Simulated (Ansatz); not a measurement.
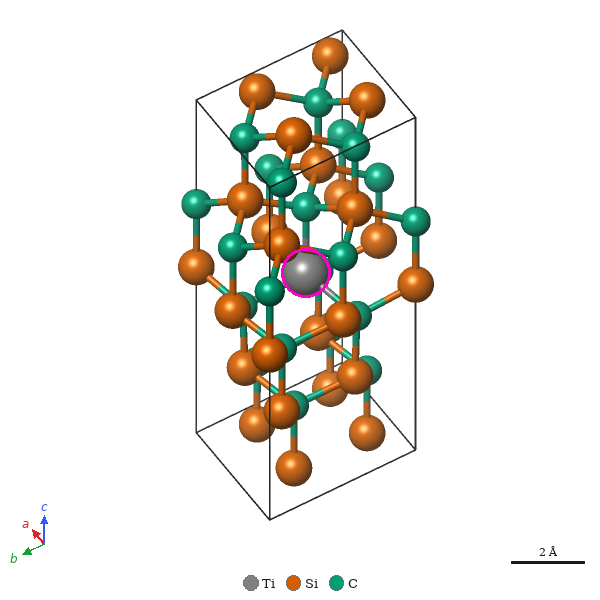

Crystal structure, ball-and-stick style, seen from a general direction. The box is the supercell; atoms on or close to its faces, edges and corners are drawn wherever they repeat. The host is SiC, in a cell of 32 sites, and the cell carries a charge of -1. A ring marks the defect's site.

### What defect is present?

Titanium on a silicon site (a substitutional impurity). It is bonded to four C in a tetrahedral arrangement at about 2.0 Å.

The numbers come from DFT PBE, scalar-relativistic, plane waves, PAW (Ansatz), using wavefunction cutoff 420 eV, k-points on a 2×2×2 grid, Gaussian smearing of 0.01 eV, collinear spins.

### Does the defective cell carry a moment?

Yes, 0.2 μB in the cell.

The atoms were relaxed in the host's cell with Ansatz, DFT PBE, scalar-relativistic, plane waves, PAW.
